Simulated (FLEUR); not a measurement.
System: Ge (space group I4_1/amd).

How it was computed, with FLEUR MaX-R8.1 (later development tree): all-electron LAPW DFT, no spin polarisation; energies at scaled volumes of the given cell, shape and fractions fixed, counted from the fit's minimum, third-order Birch-Murnaghan fit. All runs: no spin polarisation.

k mesh 11×11×11; occupations Fermi–Dirac; smearing width 0.05 eV; potentials all electron.

Predict the energy against volume, with one curve for each functional. The cases: PBEsol; r2SCAN; SCAN.

The fitted equilibrium volumes, smallest first, are PBEsol 18.387, SCAN 18.618, r2SCAN 18.669 Å³/atom. The fitted bulk moduli, smallest first, are r2SCAN 76.4, SCAN 77.3, PBEsol 78.5 GPa.

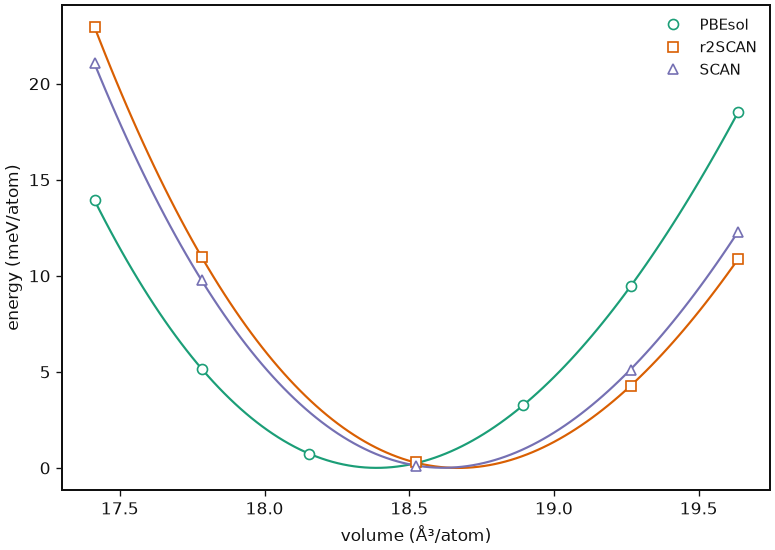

Keep in mind: shape and atomic fractions are frozen while scaling, which makes layered, chain and framework solids too stiff.
